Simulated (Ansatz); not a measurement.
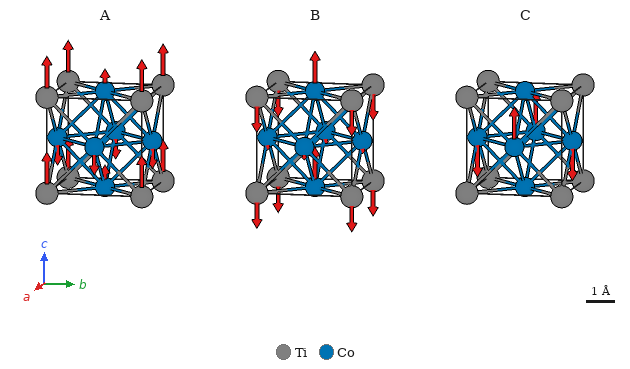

Modes of crystalline TiCo$_{3}$, space group Pm-3m (No. 221), at the zone centre (one member of each degenerate set). The red arrows are the displacements of the atoms (eigenvector over the root of the mass), of arbitrary overall length and sign. The picture is a ball-and-stick view of the cell of the calculation, seen slightly off an axis.

These are results of Ansatz 0.2.0, DFT LDA, scalar-relativistic, plane waves, PAW, not measurements.

The frequencies depend somewhat on the k-mesh and the smearing.

### Give the symmetry species and the selection rules of each.

A is T₁u, infrared-active by symmetry (298 cm⁻¹). B is T₁u, infrared-active by symmetry (205 cm⁻¹). C is T₂u, silent by symmetry (neither infrared- nor Raman-active) (230 cm⁻¹). The crystal has a centre of inversion, so no mode is both. In a metal the free carriers screen the infrared response.

Limits of the set-up: an element that often carries a moment was run without spin polarisation.
